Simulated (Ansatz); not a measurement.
The structure in question:

```
Hf S
1.0
     3.65141    0.00000    0.00000
     0.00000    6.85734    0.00000
     0.00000    0.00000   21.32443
Hf S
3 4
Direct
  0.50000 0.00000 0.35171
  0.00000 0.00000 0.50000
  0.50000 0.00000 0.64829
  0.00000 0.78901 0.40114
  0.50000 0.21099 0.45057
  0.50000 0.78901 0.54943
  0.00000 0.21099 0.59886
```

What would you see if this were drawn?

Chemical formula Hf$_{3}$S$_{4}$. Counting shared atoms by their share gives 3 Hf, 4 S, or 7 atoms. The coordination shell of S holds three Hf in a trigonal pyramidal arrangement at 2.56 Å. Hf takes two kinds of site: two a cell with three S in a trigonal pyramidal arrangement at 2.56 Å; one a cell with six S in an octahedral arrangement at 2.56 Å. Not all metal-metal contacts are counted. The bonds build Hf3S4 chains along [100].

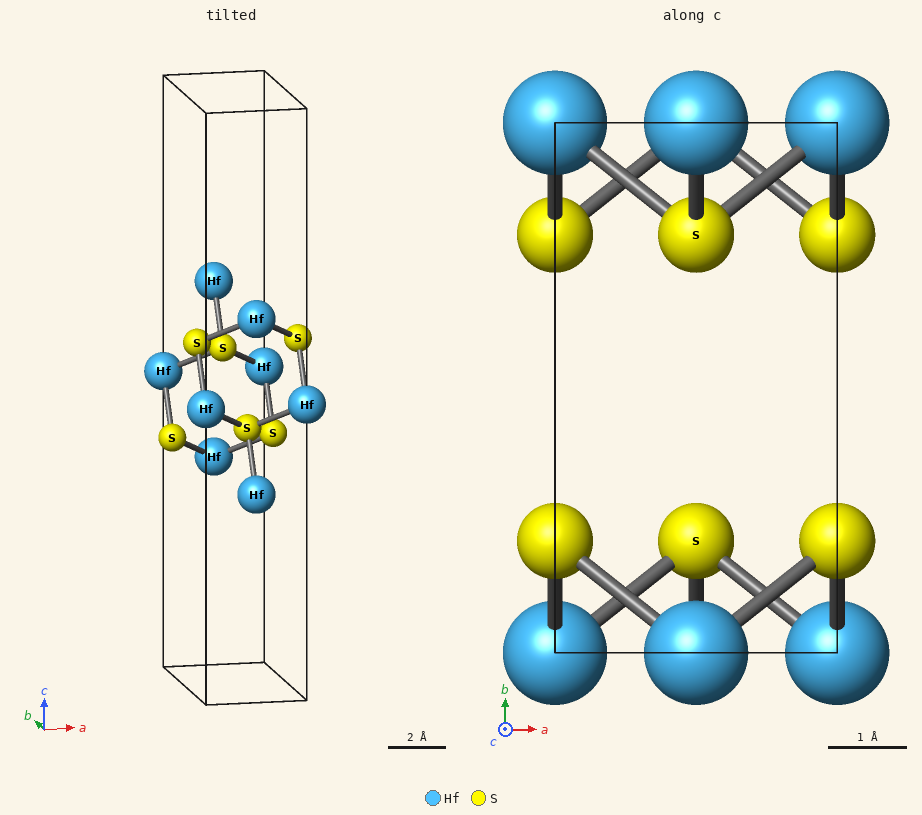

Crystal structure, ball-and-stick style, seen slightly off an axis and along the c axis. The outline marks the simulation cell. Colours: hafnium blue, sulfur yellow.

Origin of the cell: a structure listed in the Materials Project, from which a slab was cut. Earlier steps of the study, as a rule a relaxation of our own, may have changed the cell and positions, so they can lie some per cent off the listed ones. An electronic-structure calculation with Ansatz was run on it.

At this level of theory the run's own cell isn't at rest (forces up to 2.0 eV/Å), so its distances can differ from those at equilibrium, the more so the softer the solid.
